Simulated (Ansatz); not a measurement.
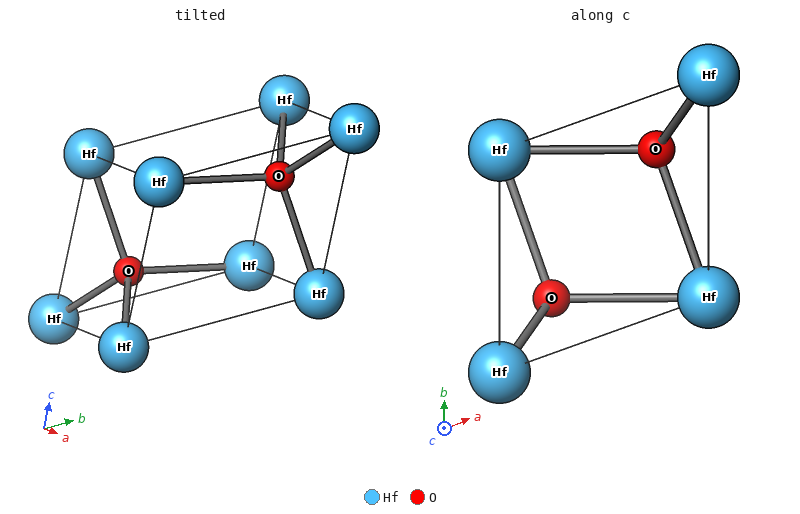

Drawn in the ball-and-stick manner and seen slightly off an axis and along the c axis. One simulation cell is framed, with atoms on its boundary repeated.

Here is the input:
```yaml
crystal:
  lattice:
    - [0.0128988298, 2.5291823194, 2.5291823194]
    - [2.5291823194, 0.0128988298, 2.5291823194]
    - [2.5420811492, 2.5420811492, 0.0]
  atoms:
    - { symbol: Hf, position: [0.0, 0.0, 0.0] }
    - { symbol: O, position: [0.2492727742, 0.2492727742, 0.2507272258] }
    - { symbol: O, position: [0.7507272258, 0.7507272258, 0.7492727742] }
kpoints:
  mp_grid: { grid: [8, 8, 8] }
  band_path:
    path:
      - [0.0, 0.0, 0.0]
      - [0.5, 0.0, 0.5]
      - [0.625, 0.25, 0.625]
      - [0.375, 0.375, 0.75]
      - [0.5, 0.5, 0.5]
      - [0.5, 0.25, 0.75]
    npoints: 1
hamiltonian:
  xc: pbe
scf:
  occupations: { method: fermi_dirac, width: 0.02 }
  n_extra_bands: 4
output:
  forces: true
  stress: true
  eigenvalues: true
```

Computational set-up: Ansatz, DFT, PBE, plane waves, PAW, an energy cutoff of 420 eV, the zone sampled with 8×8×8 points, Fermi-Dirac smearing of 0.02 eV, no spin polarisation.

Question: Is the electronic structure metallic or gapped?

Answer: An insulator at this level, with a gap of 3.80 eV, direct.

Question: State the hydrostatic pressure.

Answer: The computed pressure is 6.0 GPa (compressed: it would expand).

The model was built from a structure type filled with these elements by a generator (whether the compound takes this form wasn't checked). The cell was then strained or its atoms displaced on purpose. It was run through Ansatz as a DFT input.

At this level of theory the cell isn't at rest (compressed, at 6 GPa), so its distances can differ from those at equilibrium, the more so the softer the solid.
